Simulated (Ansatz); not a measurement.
System: CoSi₂, space group Fm-3m (No. 225).

The given structure:
```
CELL_PARAMETERS angstrom
5.31251 0.00000 0.00000
0.00000 -5.31251 0.00000
0.00000 0.00000 -5.31251
ATOMIC_POSITIONS crystal
Co 0.00000 0.00000 0.00000
Co 0.50000 0.50000 0.00000
Co 0.50000 0.00000 0.50000
Co 0.00000 0.50000 0.50000
Si 0.25000 0.25000 0.25000
Si 0.75000 0.75000 0.25000
Si 0.75000 0.25000 0.75000
Si 0.25000 0.75000 0.75000
Si 0.75000 0.75000 0.75000
Si 0.25000 0.25000 0.75000
Si 0.25000 0.75000 0.25000
Si 0.75000 0.25000 0.25000
```

Method: one atom of a crystal moved along a line, all else fixed, by plane-wave density functional theory with PAW datasets, free energies less that of the undisturbed cell; scalar-relativistic (Ansatz 0.2.0). Level: PBEsol, no spin polarisation.

wave cutoff 420 eV; k mesh 10×10×10; occupations Gaussian; smearing width 0.15 eV; k shift (0, 0, 0) (mesh steps); start relaxed; moved atom 5; direction (−0.5774, 0.5774, 0.5774) (Cartesian unit vector).

What does the calculation give for the energy change against displacement? The displacement takes the values −0.300, −0.150, 0.000, 0.075, 0.225 Å.

The energy rises on both sides of the starting structure, which is therefore a minimum along this path. The energy change is 0.3673 eV/cell at displacement −0.300 Å and 0.3217 eV/cell at 0.225 Å; the lowest computed point is at displacement 0.000 Å (0.0000 eV/cell), and no other minimum shows.

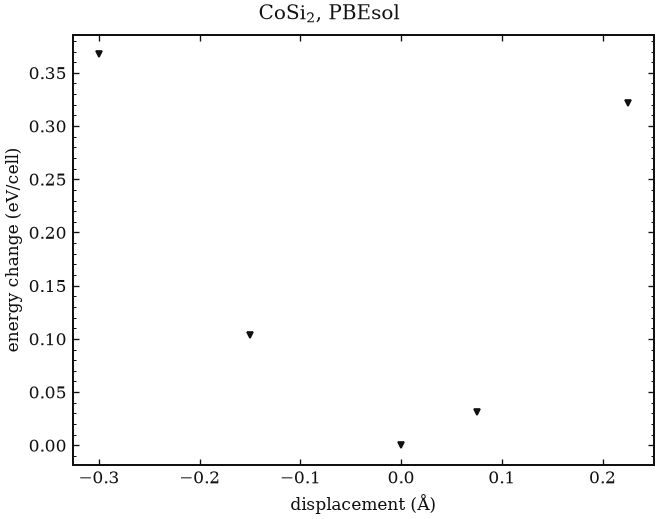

Note: no spin polarisation, a magnetic state may lie lower.
